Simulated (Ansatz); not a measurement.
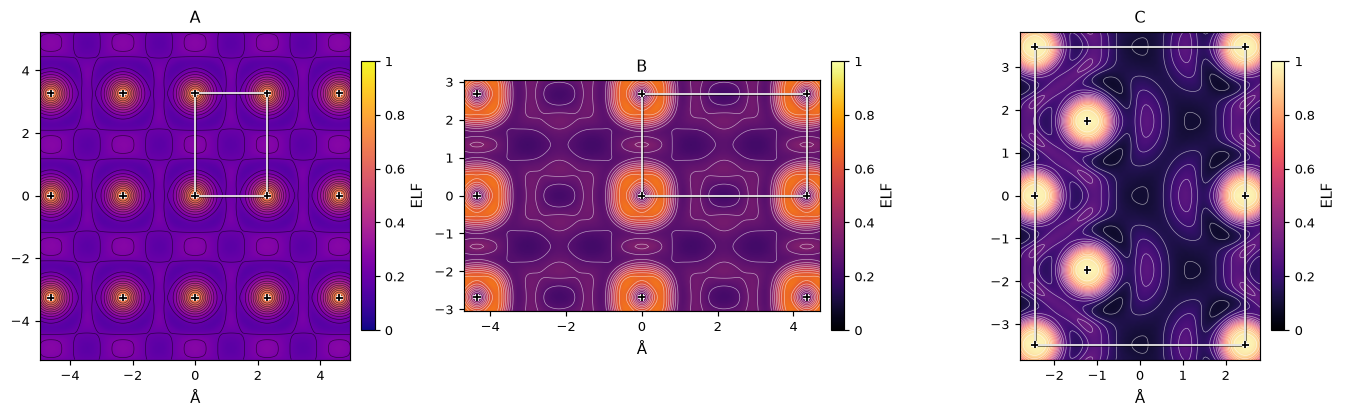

The ELF of 3 systems, each on a plane through atoms (crosses mark nuclei in the plane).

These are results of Ansatz 0.2.0, DFT, r2SCAN, plane waves (500 eV) with PAW, scalar-relativistic, not measurements.

System 1: Ni, the (011) plane of the conventional cell. Space group Pm-3m; set up as Ni, simple cubic; a generated structure, not necessarily the stable one; spin-polarised.

```
CELL_PARAMETERS angstrom
2.30526 0.00000 0.00000
0.00000 2.30526 0.00000
0.00000 0.00000 2.30526
ATOMIC_POSITIONS crystal
Ni 0.00000 0.00000 0.00000
```

System 2: Co, the (011) plane of the conventional cell. Space group Fd-3m; set up as Co, diamond; a generated structure, not necessarily the stable one; changed on purpose from its base cell (volume × 1.04); computed pressure about −5 GPa in this cell; computed without spin polarisation.

System 3: Ir, the (100) plane of the conventional cell. Space group P6/mmm; set up as Ir, omega (AlB2-type); a generated structure, not necessarily the stable one; changed on purpose from its base cell (volume × 1.0); computed without spin polarisation.

```yaml
crystal:
  lattice:
    - [4.34857, 0.00000, 0.00000]
    - [-2.17428, 3.76597, 0.00000]
    - [0.00000, 0.00000, 2.68570]
  atoms:
    - { symbol: Ir, position: [0.00000, 0.00000, 0.00000] }
    - { symbol: Ir, position: [0.33333, 0.66667, 0.50000] }
    - { symbol: Ir, position: [0.66667, 0.33333, 0.50000] }
```

> Which map belongs to which system?

Panel A is system 1, Ni: the plane holds Ni. Ni–Ni (2.31 Å): the ELF is about 0.20 at the midpoint; no shared electron pair shows on this line. Panel B is system 3, Ir: the plane holds Ir. Ir–Ir (2.69 Å): the ELF is about 0.35 at the midpoint. Panel C is system 2, Co: the plane holds Co. Co–Co (2.13 Å): the ELF is about 0.30 at the midpoint (no localised pair shows between them).
